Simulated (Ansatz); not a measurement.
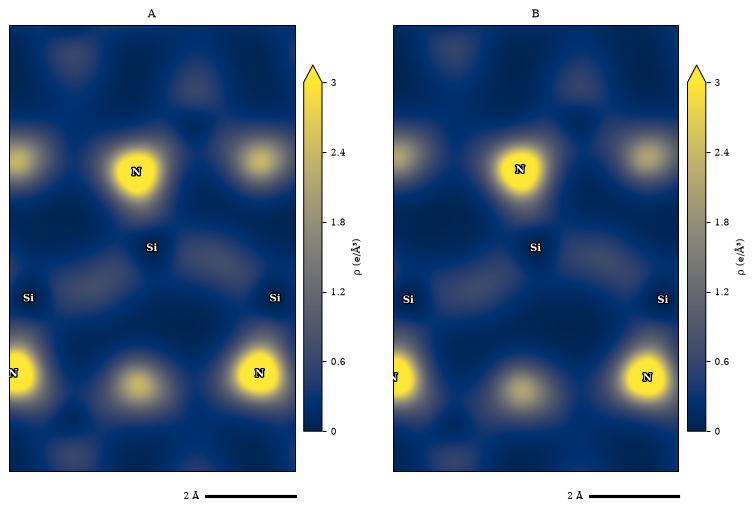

Si3N4. The valence pseudo-density of two cells that differ in size, on the (110) plane of each (indices in the axes of the calculation cell), at one length scale and on one colour scale: B has 10.5 Å³ an atom and A 9.5.

Method: DFT r2SCAN, scalar-relativistic, plane waves, PAW in Ansatz 0.2.0.

The larger cell:

```
CELL_PARAMETERS angstrom
-3.32518 3.32518 3.32518
3.32518 -3.32518 3.32518
3.32518 3.32518 -3.32518
ATOMIC_POSITIONS crystal
Si 0.25000 0.12500 0.87500
Si 0.87500 0.25000 0.12500
Si 0.75000 0.37500 0.62500
Si 0.62500 0.75000 0.37500
Si 0.12500 0.87500 0.25000
Si 0.37500 0.62500 0.75000
N 0.56804 0.56804 0.56804
N 0.43196 0.50000 0.00000
N 0.50000 0.00000 0.93196
N 0.00000 0.43196 0.50000
N 0.93196 0.50000 0.00000
N 0.06804 0.06804 0.06804
N 0.00000 0.93196 0.50000
N 0.50000 0.00000 0.43196
```

The smaller cell: a = 5.579 Å, b = 5.579 Å, c = 5.579 Å, α = 109.47°, β = 109.47°, γ = 109.47°.

What does the compression do to the bonding and the properties?

Answer. From the larger cell to the smaller, Si–N goes from 1.80 to 1.74 Å, and the density at its midpoint from 0.99 to 1.1 e/Å³; the pressure goes from −22 to 0.0 GPa; the Kohn–Sham gap goes from 4.3 eV to 4.8 eV.
